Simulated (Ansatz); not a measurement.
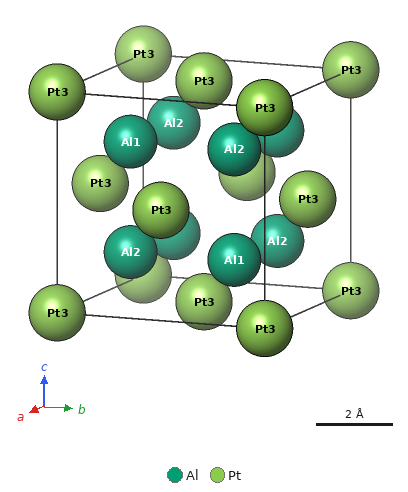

Figure 1. The structure (spheres-only view of the cell 4 times as large as that of the calculation, set on its symmetry axes, seen slightly off an axis; atoms are numbered from 1 in the order of the input).

# Band-structure calculation of Al$_{2}$Pt

The run: band-structure calculation of Al$_{2}$Pt (Fm-3m, 3 atoms in the cell). Method and program: DFT PBE, scalar-relativistic, plane waves, PAW, no spin polarisation (Ansatz 0.2.0).

The structure derives from an entry of the Crystallography Open Database. Figures and captions count atoms from 1; the log counts them from 0 in places.

What the program printed
```
scf.n_extra_bands = 7 over 12 filled bands (N_el = 24.0): the run solves 19 bands
Engine: ansatz 0.2.0, aarch64-unknown-linux-gnu
Pseudopotentials: kind: paw
Pseudopotential: Al, paw, valence charge 3, recommended cutoff 420 eV (normal), Al.paw.azcp
Pseudopotential: Pt, paw, valence charge 18, recommended cutoff 420 eV (normal), Pt.paw.azcp
Functional definition: PBE
  parameter kappa = 0.804
  parameter beta = 0.06672455060314922
  exchange = pbe_x(kappa = kappa, mu = beta*pi^2/3)
  correlation = pbe_c(beta = beta)
Crystal: 3 atoms, lattice volume = 52.566 Å³
Basis set: ecut = 420 eV, 965 PW (Γ), exchange–correlation on 60×60×60 points (8 copies of the dense FFT grid, shifted against one another)
Bands: 19, of which v1, the nominal top of the filled ones, is band 12 counted from 1 (11 counted from 0)
Symmetry: 48 space group operations
Space group: Fm-3m (ITA 225), of the structure as read, at distance tolerance 3.7e-5 Å
k-points: 72 of 1728
Non-local potential: Al, projectors of the file, l = 0: 2, l = 1: 2, l = 2: 1
Non-local potential: Pt, projectors of the file, l = 0: 3, l = 1: 2, l = 2: 2, l = 3: 1
PAW form: soft (Blöchl's): semilocal exchange-correlation on the pseudo side does not see the compensation charge
PAW one-centre angular grid: Al, 110 points (default); XC on 64 Gauss nodes
PAW one-centre angular grid: Pt, 590 points (default); XC on 64 Gauss nodes
Initial density: superposition of atomic densities (neutral atoms: chi_scale 0, normalization atom), corrected by the library's trained network
Initial wavefunctions: pseudopotential atomic-orbital guess
Functional: x = pbe(κ = 0.804, μ = 0.2195149727645171), c = pbe(β = 0.06672455060314922)
SCF iter   1: F=—  HF=-13600.671450 eV  |F-HF|=—  |Δ(HF+E_count)|=         —  Δρ=1.68e-3  dr2=1.17e-3  ethr=1.77e-3  ⟨swp⟩=5.2  Hψ=6952  notcnv=0  defer=8
preconditioner: auto → Kerker (q_TF=auto, 2.394 Å⁻¹)  [metal: Δε(μ)=0.032 eV  Ē_g=9.979 eV  σ=0.100 eV  W_gap=0.18  n_scr=14 (ndim 8)  ℏωp=20.5 eV  f_vac=0.002  D(μ)=1.17/eV (n_scr^D=8)]
SCF iter   2: F=—  HF=-13600.671797 eV  |F-HF|=—  |Δ(HF+E_count)|=   3.46e-4  Δρ=8.80e-4  dr2=2.81e-4  ethr=4.88e-6  ⟨swp⟩=2.2  Hψ=2404  notcnv=0  defer=16
SCF iter   3: F=—  HF=-13600.671870 eV  |F-HF|=—  |Δ(HF+E_count)|=   7.34e-5  Δρ=1.74e-4  dr2=1.52e-5  ethr=1.17e-6  ⟨swp⟩=2.3  Hψ=1770  notcnv=0  defer=16
SCF iter   4: F=—  HF=-13600.671828 eV  |F-HF|=—  |Δ(HF+E_count)|=   4.24e-5  Δρ=3.92e-5  dr2=9.25e-7  ethr=6.35e-8  ⟨swp⟩=2.4  Hψ=1735  notcnv=0  defer=16
iter 5 did not close the SCF: its close was put off for the readings that it lacked (scf_convergence_deferred on its scf_iter line)
SCF iter   5: F=-13600.671827 eV  HF=-13600.671827 eV  |F-HF|=2.69e-9  |Δ(HF+E_count)|=   2.69e-7  Δρ=9.03e-6  dr2=5.86e-8  ethr=3.86e-9  ⟨swp⟩=2.4  Hψ=1756  notcnv=0  defer=16
SCF iter   6: F=-13600.671827 eV  HF=-13600.671828 eV  |F-HF|=5.37e-9  |Δ(HF+E_count)|=   7.30e-9  Δρ=3.85e-6  dr2=1.39e-8  ethr=2.44e-10  ⟨swp⟩=9.5  Hψ=9142  notcnv=0
SCF 1 converged in 6 iterations: F = -13600.671827 eV  dr2 = 1.39e-8
  greatest PAW one-centre occupation: 1.000 electrons in one spin orbital (limit 2), on the Pt atom at site 2 (counted from 0), in its partial waves of l = 0
NSCF: frozen V_eff on 86 k-points
NSCF: frozen V_eff on 195 k-points
SCF converged after 6 iterations
Free energy (F): -13600.671827 eV
Harris-Foulkes:  -13600.671828 eV  (|F-HF|=5.37e-9)
Internal energy: -13600.665981 eV  (E = F + TS)
E sigma→0 (E₀):  -13600.668904 eV
Entropy (-TS):   -0.005847 eV (-1.949 meV/atom)
Fermi energy:    11.146515 eV
--- Per-component energies (eV) ---
  E_band       = -316.316108
  E_kinetic    = 685.949781
  E_local      = -2720.824628  (includes V_loc(G=0)·N_el)
  E_nonlocal   = 217.406140
  E_hartree    = 1080.492458
  E_xc         = -343.046837
  E_vxc        = -363.143778  (∫ρ·V_xc dr)
  E_paw        = -10388.624552  (= ΣΔE_a)
  E_vpaw       = -296.681748  (= ΣTr[D̂ρ^β])
  E_aug_tail   = 0.000185  (compensation charges beyond the density's cutoff)
  E_ewald      = -2132.018529
  E_smearing   = -0.005847  (= −TS)
  E_closure    = 0.000000  (closes the sum)
  Σ components = -13600.671827   (vs F -13600.671827, Δ=0.00e0)
--- Forces (eV/Å), atoms counted from 1 ---
  atom   1  Al    -0.00000000    -0.00000000    -0.00000000
  atom   2  Al     0.00000000     0.00000000    -0.00000000
  atom   3  Pt    -0.00000000     0.00000000    -0.00000000
  max |Σ_I F_I| component: 2.78e-17 eV/Å
--- Stress (GPa, compression-positive) ---
       -0.016677      -0.000000      -0.000000
       -0.000000      -0.016677      -0.000000
        0.000000      -0.000000      -0.016677
  P = ⅓ Tr σ = -0.0167 GPa (-0.167 kbar)
--- Band table (eV; the first three rows and the last of 72) ---
  k-point 0: bands = ["-87.7053", "-41.9344", "-41.9344", "-41.9344", "1.0234", "6.1566", "6.1566", "6.1566", "7.4883", "7.4883", "13.9418", "14.9156", "14.9156", "14.9156", "16.4260", "16.4260", "16.4260", "17.3929", "17.3929"]
  k-point 1: bands = ["-87.7053", "-41.9346", "-41.9344", "-41.9344", "1.1179", "6.0982", "6.1884", "6.1884", "7.4769", "7.4769", "13.5516", "14.2113", "14.6279", "14.6279", "16.7485", "16.7485", "17.1017", "17.2026", "17.2026"]
  k-point 2: bands = ["-87.7053", "-41.9350", "-41.9345", "-41.9345", "1.3968", "5.9428", "6.2717", "6.2717", "7.4583", "7.4583", "11.8760", "14.0364", "14.0364", "14.4483", "16.8020", "16.8260", "16.8260", "17.4730", "17.4730"]
  k-point 71: bands = ["-87.7053", "-41.9360", "-41.9360", "-41.9353", "5.1819", "5.1819", "5.8026", "6.1323", "7.3996", "7.9122", "8.3717", "8.3717", "10.2426", "16.2306", "16.2306", "17.2594", "17.3370", "20.9623", "22.9597"]
--- Löwdin populations: 3 sites ---
  site symbol       q [e]
     0     Al      3.0126
     1     Al      3.0126
     2     Pt     17.8105
  spilling = 0.006848 (of n_electrons = 24.000000)
--- Bader charges: 3 sites ---
  site symbol  charge [e]  shift [e]
     0     Al      1.8343     0.0009
     1     Al      1.8343     0.0009
     2     Pt     -3.6687     0.0017
  estimated error of the sums over rays = 2.9e-4 e
```

File bader_charges.tsv
```
# site	symbol	x_ang	y_ang	z_ang	partial_charge_e	electrons	volume_ang3	relative_density_drop	shared_charge_e	partial_wave_shift_e
# quadrature_error_electrons = 2.9e-4
0	Al	1.4866	1.4866	1.4866	1.83433	11.16567	7.79	-	1.83433	0.00087
1	Al	4.4598	4.4598	4.4598	1.83434	11.16566	7.79	-	1.83434	0.00087
2	Pt	0.0000	0.0000	0.0000	-3.66867	81.66867	36.98	-	-3.66867	0.00175
```

File populations.tsv
```
# site	symbol	l	j	q
# orbitals = lowdin
# n_electrons = 24.000000
# spilling = 0.006848
0	Al	0_3S	-	0.940546
0	Al	1_3P	-	2.072035
1	Al	0_3S	-	0.940546
1	Al	1_3P	-	2.072035
2	Pt	0_5S	-	1.931360
2	Pt	0_6S	-	0.820033
2	Pt	1_5P	-	5.981215
2	Pt	2_5D	-	9.077880
```

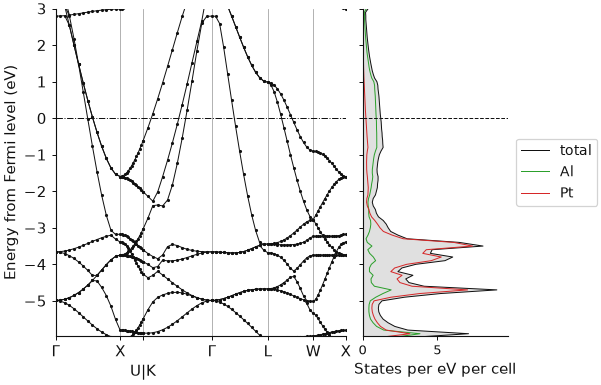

Figure 2. Band structure along Γ–X–U|K–Γ–L–W–X and density of states (projected on Löwdin-orthogonalised atomic shells), with energies from the Fermi level. Bands cross the Fermi level: a metal at this level of theory.

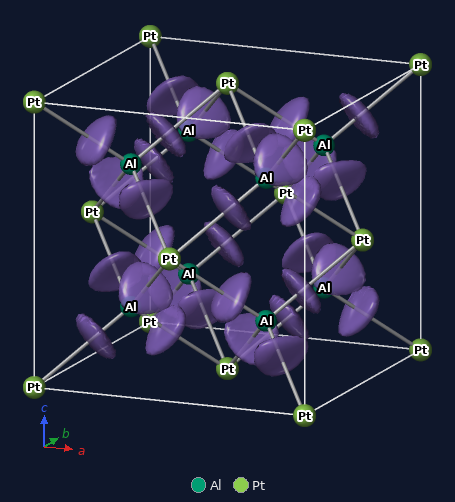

Figure 3. Isosurface of the electron localisation function at 0.6 (purple), seen slightly off an axis. Only the valence region is drawn (cores and ρ < 0.01 e/Å³ removed). Sticks mark near contacts. The outline is the cell set on symmetry axes. Profiles from the grid: Al–Pt (2.57 Å): the ELF is about 0.50 at the midpoint (no localised pair between them). The fields are those of the smooth PAW valence density.

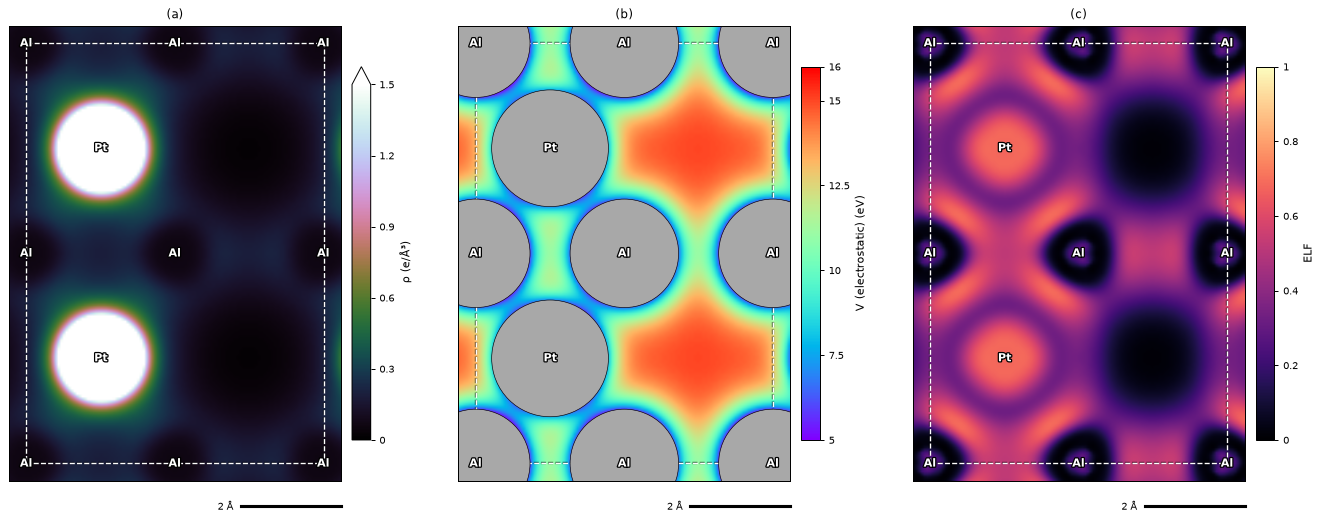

Figure 4. (a) valence pseudo-density; (b) electrostatic potential (local pseudopotential plus Hartree) felt by an electron; (c) electron localisation function on the (101) plane of the conventional cell. Grey discs, where drawn, cover atomic cores. Atoms in the plane: Al and Pt. Al–Pt (2.57 Å): ρ is about 0.43 e/Å³ halfway; the ELF is about 0.50 at the midpoint (no localised pair between them). Away from the nuclei the density in this plane falls to 0.02 e/Å³ at its lowest. The strong features right at Pt lie inside the PAW spheres (semicore, d or f shells) and say nothing about bonding. Outside the cores the potential energy rises away from the atoms and is highest about 2.6 Å from the nearest atoms; outside the discs it spans about 9 eV, and its zero is arbitrary.

This output came from the following input.

Input file
```yaml
crystal:
  lattice:
    - [0.0, 2.9732040958, 2.9732040958]
    - [2.9732040958, 0.0, 2.9732040958]
    - [2.9732040958, 2.9732040958, 0.0]
  atoms:
    - { symbol: Al, position: [0.25, 0.25, 0.25] }
    - { symbol: Al, position: [0.75, 0.75, 0.75] }
    - { symbol: Pt, position: [0.0, 0.0, 0.0] }
basis:
  ecutwfc: 420
kpoints:
  mp_grid: { grid: [12, 12, 12] }
  band_path:
    path:
      - [[0.0, 0.0, 0.0], [0.5, 0.0, 0.5], [0.625, 0.25, 0.625]]
      - [[0.375, 0.375, 0.75], [0.0, 0.0, 0.0], [0.5, 0.5, 0.5], [0.5, 0.25, 0.75], [0.5, 0.0, 0.5]]
    npoints: 14
hamiltonian:
  xc: pbe
scf:
  occupations: { method: gaussian, width: 0.1 }
  n_extra_bands: 7
output:
  forces: true
  stress: true
  eigenvalues: true
  populations: true
  dos: { projected: true, de: 0.02, nscf_kmesh: { grid: [18, 18, 18] } }
  bader: true
  write_density: true
  write_potential: true
  elf: true
  volumetric_format: npy
```

Launched with:
```bash
ansatz run input.yaml --threads 1 --pin off --max-ram 2560MiB --backend cpu --events-out ev --progress --plain --runs-dir out
```

Key numbers

| quantity | value |
| --- | --- |
| outcome | converged |
| space group (tolerance 0.01 Å) | Fm-3m (225) |
| electrons treated | 24 |
| free energy | −13600.6718 eV |
| Fermi energy | 11.147 eV |
| gap on the k-point mesh | none (metallic) |
| pressure | −0.02 GPa |
| largest force (length of the vector) | under 0.001 eV/Å |
| hardware | 1 thread of an Arm (aarch64) CPU, shared host |
| wall time | 29 s |
| peak memory | 0.37 GiB |

Spin–orbit coupling is left out, which matters for Pt.
